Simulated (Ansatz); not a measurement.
Consider Al5Ru4 (slab).

```
CELL_PARAMETERS angstrom
3.07336 0.00000 0.00000
0.00000 3.07336 0.00000
0.00000 0.00000 26.24005
ATOMIC_POSITIONS crystal
Ru 0.50000 0.50000 0.28582
Al 0.00000 0.00000 0.33366
Al 0.50000 0.50000 0.39477
Ru 0.00000 0.00000 0.44261
Al 0.50000 0.50000 0.50000
Ru 0.00000 0.00000 0.55739
Al 0.50000 0.50000 0.60523
Al 0.00000 0.00000 0.66634
Ru 0.50000 0.50000 0.71418
```

Not relaxed (largest force 1.3 eV/Å); computed without spin polarisation.

All numbers below come from DFT PBEsol, scalar-relativistic, plane waves, PAW in Ansatz.

**What can the converged valence pseudo-density and electron localisation function tell about the bonding?**

Al–Al (2.76 Å): ρ at the midpoint is about 0.23 e/Å³; the ELF is about 0.45 at the midpoint.

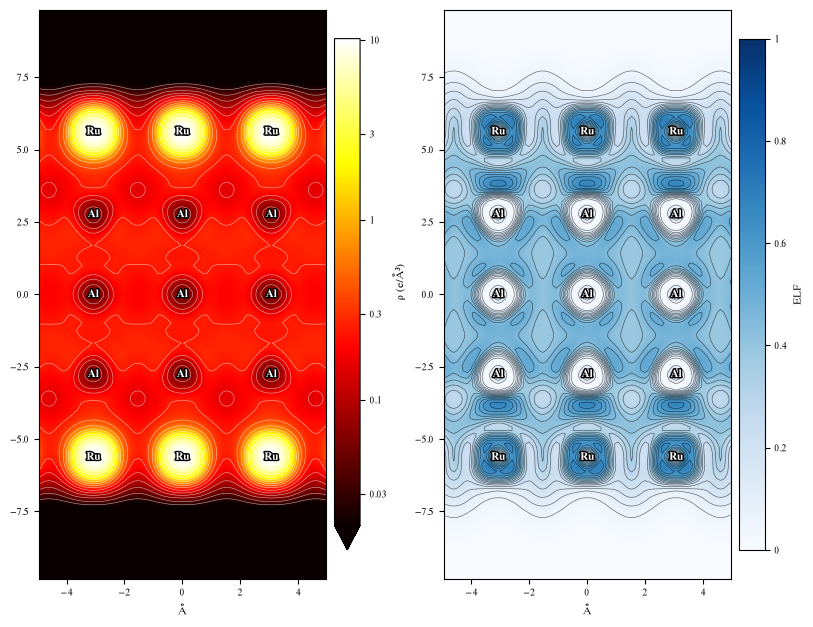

Computed valence pseudo-density and electron localisation function on the (100) plane of the calculation cell, a cut from vacuum to vacuum, in this order. 

Core electrons are frozen (PAW), and the valence fields are smoothed inside the atomic spheres.
